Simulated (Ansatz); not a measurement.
# Geometry relaxation, with input and output: In17P15 (part 2 of 2)

Continued. System: In17P15 (defect cell, 32 atoms in the cell). Method: DFT PBE, scalar-relativistic, plane waves, PAW, no spin polarisation (Ansatz 0.2.0); cutoff 420 eV, 2×2×2 k-mesh, Gaussian smearing of 0.02 eV. The structure derives from a Materials Project entry. It belongs to a series of runs on one base structure; here: In on a P site (d), charge +0, atoms relaxed at the host's cell.

**Output, continued**
```
--- Forces (eV/Å), atoms counted from 1 ---
  atom   1  In    -0.00084525     0.00084525     0.00084525
  atom   2  In     0.00179350     0.00179350    -0.00844209
  atom   3  In    -0.00844209    -0.00179350    -0.00179350
  atom   4  In    -0.00179350     0.00179350     0.00844209
  atom   5  In     0.00179350    -0.00844209     0.00179350
  atom   6  In    -0.00179350     0.00844209     0.00179350
  atom   7  In    -0.00179350    -0.00844209    -0.00179350
  atom   8  In     0.00179350    -0.00179350     0.00844209
  atom   9  In    -0.00179350    -0.00179350    -0.00844209
  atom  10  In    -0.00084525    -0.00084525    -0.00084525
  atom  11  In     0.00179350     0.00844209    -0.00179350
  atom  12  In     0.00084525    -0.00084525     0.00084525
  atom  13  In    -0.00844209     0.00179350     0.00179350
  atom  14  In     0.00844209    -0.00179350     0.00179350
  atom  15  In     0.00844209     0.00179350    -0.00179350
  atom  16  In     0.00084525     0.00084525    -0.00084525
  atom  17  In    -0.00000000    -0.00000000     0.00000000
  atom  18  P     -0.00630497     0.00159177    -0.00159177
  atom  19  P     -0.00000000    -0.00000000    -0.00000000
  atom  20  P      0.00159177    -0.00159177    -0.00630497
  atom  21  P     -0.00630497    -0.00159177     0.00159177
  atom  22  P      0.00159177    -0.00630497    -0.00159177
  atom  23  P     -0.00159177    -0.00159177     0.00630497
  atom  24  P     -0.00000000    -0.00000000     0.00000000
  atom  25  P     -0.00159177     0.00630497    -0.00159177
  atom  26  P      0.00630497     0.00159177     0.00159177
  atom  27  P     -0.00000000     0.00000000     0.00000000
  atom  28  P     -0.00159177     0.00159177    -0.00630497
  atom  29  P      0.00630497    -0.00159177    -0.00159177
  atom  30  P      0.00159177     0.00630497     0.00159177
  atom  31  P      0.00159177     0.00159177     0.00630497
  atom  32  P     -0.00159177    -0.00630497     0.00159177
  max |Σ_I F_I| component: 7.59e-18 eV/Å
--- Band table (eV) ---
  k-point 0: bands = ["-7.7191", "-7.7191", "-7.7191", "-7.7011", "-7.7011", "-7.7011", "-7.6795", "-7.6795", "-7.6795", "-7.6741", "-7.6741", "-7.6578", "-7.6309", "-7.6309", "-7.6309", "-7.5902", "-7.5902", "-7.5902", "-7.5604", "-7.5604", "-7.5585", "-7.5585", "-7.5585", "-7.5427", "-7.5427", "-7.5427", "-7.5415", "-7.5329", "-7.5329", "-7.5329", "-7.5299", "-7.5299", "-7.5253", "-7.5253", "-7.5253", "-7.5190", "-7.5190", "-7.5190", "-7.5112", "-7.4760",
      "-7.4760", "-7.4727", "-7.4727", "-7.4727", "-7.4687", "-7.4687", "-7.4687", "-7.4659", "-7.4552", "-7.4552", "-7.4552", "-7.4496", "-7.4496", "-7.4496", "-7.4405", "-7.4405", "-7.4400", "-7.4400", "-7.4400", "-7.4388", "-7.4388", "-7.4388", "-7.4374", "-7.4355", "-7.4355", "-7.4184", "-7.3859", "-7.3859", "-7.3859", "-7.3711", "-7.3711", "-7.3711", "-7.3179", "-7.3179", "-7.2989", "-7.2989", "-7.2989", "-7.2802", "-7.2802", "-7.2802",
      "-6.9227", "-6.9227", "-6.8455", "-6.8455", "-6.8455", "-4.0952", "-4.0952", "-4.0952", "-3.8305", "-2.9042", "-2.9042", "-2.9042", "-2.9036", "-2.9036", "-2.9036", "-2.8954", "-2.8954", "-2.8371", "-2.8371", "-2.8371", "0.2897", "1.3228", "1.3228", "1.3228", "1.3352", "1.3352", "1.3560", "1.3560", "1.3560", "1.6600", "1.6600", "1.6600", "1.9996", "3.2215", "3.2215", "3.2215", "3.5251", "3.9063", "3.9063", "3.9063",
      "3.9895", "3.9895", "3.9895", "4.0004", "4.0004", "4.2364", "4.2364", "4.2364", "4.2896", "4.8248", "4.8453", "4.8453", "4.8453", "4.8461", "4.8461", "4.9396", "4.9396", "4.9396", "5.3993", "5.3993", "5.3993", "5.9646", "5.9646", "5.9770", "5.9770", "5.9770", "7.0486", "7.0486", "7.0486", "8.2132", "8.2132", "8.2132", "8.4697", "8.9945", "8.9945", "8.9945", "9.0086", "9.0086", "9.0086", "9.2596",
      "9.2596", "9.3662", "9.3662", "9.3662", "9.7572", "10.6583", "10.6583", "10.6583", "10.8548", "10.8858", "10.8858", "10.8990", "10.8990", "10.8990", "11.1316", "11.1316", "11.1316", "11.2480", "11.2480", "11.2480"]
  k-point 1: bands = ["-7.7344", "-7.7119", "-7.7111", "-7.7068", "-7.7033", "-7.6907", "-7.6907", "-7.6761", "-7.6701", "-7.6696", "-7.6696", "-7.6501", "-7.6501", "-7.6400", "-7.6097", "-7.5997", "-7.5997", "-7.5893", "-7.5616", "-7.5616", "-7.5523", "-7.5513", "-7.5494", "-7.5494", "-7.5461", "-7.5437", "-7.5425", "-7.5425", "-7.5424", "-7.5336", "-7.5322", "-7.5322", "-7.5220", "-7.5218", "-7.5179", "-7.5174", "-7.5174", "-7.5129", "-7.5129", "-7.4799",
      "-7.4798", "-7.4798", "-7.4727", "-7.4666", "-7.4666", "-7.4652", "-7.4623", "-7.4615", "-7.4538", "-7.4538", "-7.4533", "-7.4531", "-7.4513", "-7.4492", "-7.4487", "-7.4487", "-7.4454", "-7.4426", "-7.4426", "-7.4426", "-7.4380", "-7.4343", "-7.4343", "-7.4302", "-7.4271", "-7.4193", "-7.3862", "-7.3845", "-7.3845", "-7.3728", "-7.3698", "-7.3698", "-7.3191", "-7.3184", "-7.2988", "-7.2986", "-7.2986", "-7.2804", "-7.2804", "-7.2804",
      "-6.9228", "-6.9228", "-6.8455", "-6.8454", "-6.8454", "-4.4445", "-3.7340", "-3.6903", "-3.6903", "-3.5263", "-3.1792", "-3.1746", "-3.1746", "-3.0887", "-2.9017", "-2.7326", "-2.7037", "-2.7037", "-2.5657", "-2.4904", "0.3857", "1.0462", "1.0462", "1.2751", "1.3013", "1.3013", "1.3199", "1.3509", "1.5513", "1.5513", "1.8006", "1.9419", "2.7141", "2.7396", "2.7396", "3.3834", "3.4419", "3.5758", "3.5758", "3.6024",
      "4.0815", "4.0917", "4.0917", "4.1160", "4.5726", "4.5726", "4.6224", "4.6422", "4.6422", "4.6470", "4.6628", "4.6800", "4.7324", "4.7324", "4.7749", "5.0912", "5.0912", "5.1566", "5.2066", "5.5001", "5.5091", "5.5091", "5.5300", "5.6336", "5.8708", "5.8708", "6.6219", "6.9420", "6.9420", "8.4528", "8.6270", "8.7738", "8.7738", "8.9072", "9.0414", "9.2478", "9.2839", "9.4242", "9.5519", "9.5589",
      "9.5589", "9.6727", "9.6839", "9.6839", "9.9994", "10.0364", "10.0858", "10.0858", "10.1224", "10.2257", "10.2257", "10.2373", "10.6941", "11.0902", "11.1447", "11.1447", "11.2803", "11.3158", "11.3164", "11.3164"]
--- Relaxed structure (4 steps of the walk, 4 accepted, 0 SCFs on fresh bases) ---
  F+E_penalty+E_count = -106503.53508393 eV   max|allowed force component| = 8.442e-3 eV/Å
  atoms:
    - { symbol: In, position: [0.0, 0.23203123048742014, 0.7500000000000001] }
    - { symbol: In, position: [0.7486614754441664, 0.24866147544416647, 0.9965797150983517] }
    - { symbol: In, position: [0.5020817603458148, 0.2534202849016482, 0.2520817603458147] }
    - { symbol: In, position: [0.25133852455583344, -0.0020817603458146983, 0.7500000000000001] }
    - { symbol: In, position: [0.24657971509835183, 0.24866147544416653, 0.49866147544416656] }
    - { symbol: In, position: [1.0, 0.9979182396541855, 1.0013385245558335] }
    - { symbol: In, position: [0.7534202849016483, 0.0020817603458146983, 0.2520817603458147] }
    - { symbol: In, position: [0.49791823965418536, 0.7513385245558335, 0.75] }
    - { symbol: In, position: [0.5020817603458146, 0.0020817603458146558, 0.5034202849016483] }
    - { symbol: In, position: [0.2679687695125798, 0.7679687695125801, 1.01796876951258] }
    - { symbol: In, position: [0.0, 0.7513385245558336, 0.24791823965418536] }
    - { symbol: In, position: [0.7320312304874202, 0.5, 0.7500000000000001] }
    - { symbol: In, position: [0.7486614754441667, 0.746579715098352, 0.49866147544416656] }
    - { symbol: In, position: [0.4979182396541854, 0.5, 1.0013385245558335] }
    - { symbol: In, position: [0.25133852455583355, 0.5, 0.24791823965418536] }
    - { symbol: In, position: [1.734723475976807e-18, 0.5, 0.4820312304874202] }
    - { symbol: In, position: [0.0, 0.5, 0.75] }
    - { symbol: P, position: [0.7470697135199798, 0.49999999999999994, 0.0033050982139829765] }
    - { symbol: P, position: [0.5, 0.5, 0.25] }
    - { symbol: P, position: [0.253305098213983, 0.2470697135199797, 0.7500000000000001] }
    - { symbol: P, position: [0.25330509821398306, 0.5000000000000001, 0.49706971351997975] }
    - { symbol: P, position: [0.0, 0.2470697135199797, 0.0033050982139829904] }
    - { symbol: P, position: [0.7466949017860172, 0.24669490178601708, 0.24376461530599672] }
    - { symbol: P, position: [0.5, 0.0, 0.75] }
    - { symbol: P, position: [0.4937646153059968, 0.24669490178601705, 0.49669490178601705] }
    - { symbol: P, position: [0.2529302864800203, 0.006235384694003296, 0.0029302864800202916] }
    - { symbol: P, position: [0.0, 0.0, 0.25] }
    - { symbol: P, position: [0.7470697135199798, 0.7533050982139831, 0.7500000000000001] }
    - { symbol: P, position: [0.7466949017860172, -0.006235384694003282, 0.49669490178601716] }
    - { symbol: P, position: [0.5062353846940033, 0.7529302864800205, 0.0029302864800202916] }
    - { symbol: P, position: [0.25293028648002036, 0.7529302864800205, 0.2562353846940033] }
    - { symbol: P, position: [0.0, 0.753305098213983, 0.49706971351997964] }
```

**Trajectory as extended XYZ (Å, eV, eV/Å), 3 of the 4 frames kept, from step=1 to step=4**
```
32
Lattice="-5.9598 5.9598 -5.9598 5.9598 -5.9598 -5.9598 -5.9598 -5.9598 5.9598" Properties=species:S:1:pos:R:3:forces:R:3 step=1 energy=-106502.94902
In   -2.9799   -5.9598    2.9799   -0.9192   0.9192   0.9192
In   -8.9397   -2.9799    0.0000    0.0156   0.0156   0.0023
In   -2.9799    0.0000   -2.9799    0.0023  -0.0156  -0.0156
In   -5.9598   -2.9799    2.9799   -0.0156   0.0156  -0.0023
In   -2.9799   -2.9799    0.0000    0.0156   0.0023   0.0156
In   -5.9598   -5.9598   -5.9598   -0.0156  -0.0023   0.0156
In   -5.9598    2.9799   -2.9799   -0.0156   0.0023  -0.0156
In   -2.9799   -5.9598   -2.9799    0.0156  -0.0156  -0.0023
In   -5.9598    0.0000    0.0000   -0.0156  -0.0156   0.0023
In   -2.9799   -8.9397    0.0000   -0.9192  -0.9192  -0.9192
In    2.9799   -5.9598   -2.9799    0.0156  -0.0023  -0.0156
In   -5.9598   -2.9799   -2.9799    0.9192  -0.9192   0.9192
In   -2.9799   -2.9799   -5.9598    0.0023   0.0156   0.0156
In   -5.9598   -5.9598    0.0000   -0.0023  -0.0156   0.0156
In    0.0000   -2.9799   -2.9799   -0.0023   0.0156  -0.0156
In    0.0000   -5.9598    0.0000    0.9192   0.9192  -0.9192
In   -1.4899   -7.4497    1.4899    0.0000   0.0000   0.0000
P    -1.4899    1.4899   -7.4497    0.0026  -0.0977   0.0977
P    -1.4899   -1.4899   -4.4698    0.0000   0.0000   0.0000
P    -4.4698   -4.4698    1.4899   -0.0977   0.0977   0.0026
P    -1.4899   -4.4698   -1.4899    0.0026   0.0977  -0.0977
P     1.4899   -1.4899   -1.4899   -0.0977   0.0026   0.0977
P    -4.4698    1.4899   -4.4698    0.0977   0.0977  -0.0026
P    -7.4497   -1.4899    1.4899    0.0000   0.0000   0.0000
P    -4.4698   -1.4899   -1.4899    0.0977  -0.0026   0.0977
P    -1.4899    1.4899   -1.4899   -0.0026  -0.0977  -0.0977
P    -1.4899   -1.4899    1.4899    0.0000   0.0000   0.0000
P    -4.4698   -4.4698   -4.4698    0.0977  -0.0977   0.0026
P    -7.4497    1.4899   -1.4899   -0.0026   0.0977   0.0977
P     1.4899   -1.4899   -7.4497   -0.0977  -0.0026  -0.0977
P     1.4899   -4.4698   -4.4698   -0.0977  -0.0977  -0.0026
P     1.4899   -7.4497   -1.4899    0.0977   0.0026  -0.0977
32
Lattice="-5.9598 5.9598 -5.9598 5.9598 -5.9598 -5.9598 -5.9598 -5.9598 5.9598" Properties=species:S:1:pos:R:3:forces:R:3 step=3 energy=-106503.53422
In   -3.0866   -5.8531    3.0866   -0.0100   0.0100   0.0100
In   -8.9178   -2.9581   -0.0024   -0.0142  -0.0142  -0.0339
In   -2.9823   -0.0218   -3.0017   -0.0339   0.0142   0.0142
In   -5.9816   -2.9581    2.9823    0.0142  -0.0142   0.0339
In   -2.9581   -2.9823    0.0218   -0.0142  -0.0339  -0.0142
In   -5.9816   -5.9574   -5.9379    0.0142   0.0339  -0.0142
In   -5.9816    2.9775   -3.0017    0.0142  -0.0339   0.0142
In   -2.9581   -5.9816   -2.9775   -0.0142   0.0142   0.0339
In   -5.9816   -0.0218   -0.0024    0.0142   0.0142  -0.0339
In   -3.0866   -9.0464   -0.1067   -0.0100  -0.0100  -0.0100
In    3.0017   -5.9574   -3.0017   -0.0142   0.0339   0.0142
In   -5.8531   -3.0866   -2.8732    0.0100  -0.0100   0.0100
In   -2.9823   -2.9581   -5.9379   -0.0339  -0.0142  -0.0142
In   -5.9574   -5.9816    0.0218    0.0339   0.0142  -0.0142
In    0.0024   -2.9581   -3.0017    0.0339  -0.0142   0.0142
In    0.1067   -5.8531   -0.1067    0.0100   0.0100  -0.0100
In   -1.4899   -7.4497    1.4899    0.0000   0.0000   0.0000
P    -1.4919    1.4521   -7.4119   -0.0131   0.0067  -0.0067
P    -1.4899   -1.4899   -4.4698    0.0000   0.0000   0.0000
P    -4.5077   -4.4320    1.4880    0.0067  -0.0067  -0.0131
P    -1.4919   -4.4320   -1.5278   -0.0131  -0.0067   0.0067
P     1.4521   -1.4919   -1.4521    0.0067  -0.0131  -0.0067
P    -4.4320    1.5278   -4.4679   -0.0067  -0.0067   0.0131
P    -7.4497   -1.4899    1.4899    0.0000   0.0000   0.0000
P    -4.4320   -1.4880   -1.4521   -0.0067   0.0131  -0.0067
P    -1.4880    1.4521   -1.5278    0.0131   0.0067   0.0067
P    -1.4899   -1.4899    1.4899    0.0000   0.0000   0.0000
P    -4.4320   -4.5077   -4.4718   -0.0067   0.0067  -0.0131
P    -7.4478    1.5278   -1.4521    0.0131  -0.0067  -0.0067
P     1.4521   -1.4880   -7.4875    0.0067   0.0131   0.0067
P     1.4521   -4.5077   -4.4679    0.0067   0.0067   0.0131
P     1.5278   -7.4517   -1.5278   -0.0067  -0.0131   0.0067
32
Lattice="-5.9598 5.9598 -5.9598 5.9598 -5.9598 -5.9598 -5.9598 -5.9598 5.9598" Properties=species:S:1:pos:R:3:forces:R:3 step=4 energy=-106503.53508
In   -3.0870   -5.8527    3.0870   -0.0008   0.0008   0.0008
In   -8.9193   -2.9595   -0.0044    0.0018   0.0018  -0.0084
In   -2.9843   -0.0204   -3.0003   -0.0084  -0.0018  -0.0018
In   -5.9802   -2.9595    2.9843   -0.0018   0.0018   0.0084
In   -2.9595   -2.9843    0.0204    0.0018  -0.0084   0.0018
In   -5.9802   -5.9554   -5.9394   -0.0018   0.0084   0.0018
In   -5.9802    2.9755   -3.0003   -0.0018  -0.0084  -0.0018
In   -2.9595   -5.9802   -2.9755    0.0018  -0.0018   0.0084
In   -5.9802   -0.0204   -0.0044   -0.0018  -0.0018  -0.0084
In   -3.0870   -9.0468   -0.1071   -0.0008  -0.0008  -0.0008
In    3.0003   -5.9554   -3.0003    0.0018   0.0084  -0.0018
In   -5.8527   -3.0870   -2.8728    0.0008  -0.0008   0.0008
In   -2.9843   -2.9595   -5.9394   -0.0084   0.0018   0.0018
In   -5.9554   -5.9802    0.0204    0.0084  -0.0018   0.0018
In    0.0044   -2.9595   -3.0003    0.0084   0.0018  -0.0018
In    0.1071   -5.8527   -0.1071    0.0008   0.0008  -0.0008
In   -1.4899   -7.4497    1.4899    0.0000   0.0000   0.0000
P    -1.4922    1.4528   -7.4126   -0.0063   0.0016  -0.0016
P    -1.4899   -1.4899   -4.4698    0.0000   0.0000   0.0000
P    -4.5070   -4.4327    1.4877    0.0016  -0.0016  -0.0063
P    -1.4922   -4.4327   -1.5271   -0.0063  -0.0016   0.0016
P     1.4528   -1.4922   -1.4528    0.0016  -0.0063  -0.0016
P    -4.4327    1.5271   -4.4676   -0.0016  -0.0016   0.0063
P    -7.4497   -1.4899    1.4899    0.0000   0.0000   0.0000
P    -4.4327   -1.4877   -1.4528   -0.0016   0.0063  -0.0016
P    -1.4877    1.4528   -1.5271    0.0063   0.0016   0.0016
P    -1.4899   -1.4899    1.4899    0.0000   0.0000   0.0000
P    -4.4327   -4.5070   -4.4721   -0.0016   0.0016  -0.0063
P    -7.4475    1.5271   -1.4528    0.0063  -0.0016  -0.0016
P     1.4528   -1.4877   -7.4869    0.0016   0.0063   0.0016
P     1.4528   -4.5070   -4.4676    0.0016   0.0016   0.0063
P     1.5271   -7.4520   -1.5271   -0.0016  -0.0063   0.0016
```

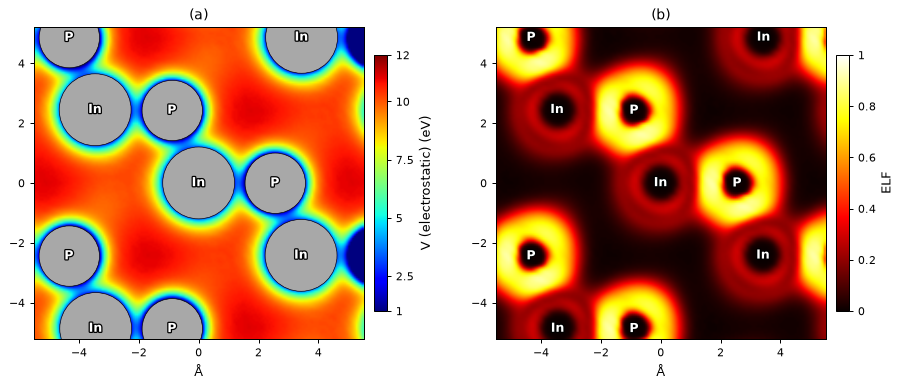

(a) electrostatic potential energy of an electron; (b) electron localisation function on the (010) plane of the calculation cell. Grey discs, where drawn, cover atomic cores. Atoms in the plane: In and P. In–P (2.56 Å): the ELF is about 0.55 at the midpoint. Outside the cores the potential energy rises away from the atoms and is highest about 2.5 Å from the nearest atoms; outside the discs it spans about 10 eV, and its zero is arbitrary. In a PAW calculation such maps are meaningful between the atoms, not at the nuclei.

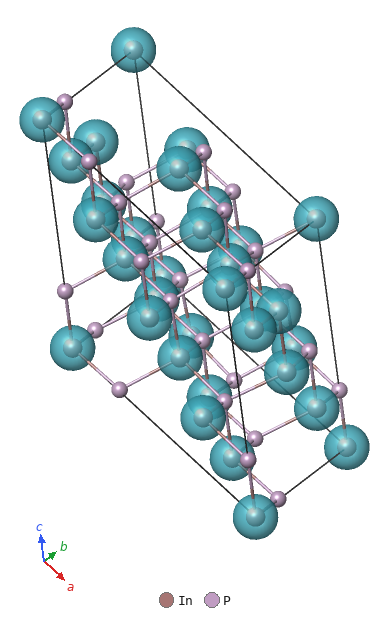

Isosurface of the valence electron density at 1 e/Å³ (cyan), seen slightly off an axis. Sticks mark near contacts. The outline is the calculation cell. At this value the density breaks into separate islands; it holds about 50 % of the electrons treated as valence (semicore included). It is pinched off along the In–P (2.56 Å) and In–In (2.77 Å) contacts. On the grid the lowest density along these lines, outside the cores, is 0.44 e/Å³ (In–P, 2.56 Å) and 0.32 e/Å³ (In–In, 2.77 Å).

**Summary**

- outcome: converged
- electrons treated: 296
- free energy: −106503.5351 eV
- Fermi energy: 6.956 eV
- gap on the k-point mesh: none (metallic)
- final volume: 846.74 Å³
- largest force (length of the vector) at the end: 0.009 eV/Å
- hardware: 4 threads of Arm Neoverse V2, 128 GiB of memory available, shared host
- wall time: 85 s (CPU time 5.6 min)
- peak memory: 1.8 GiB
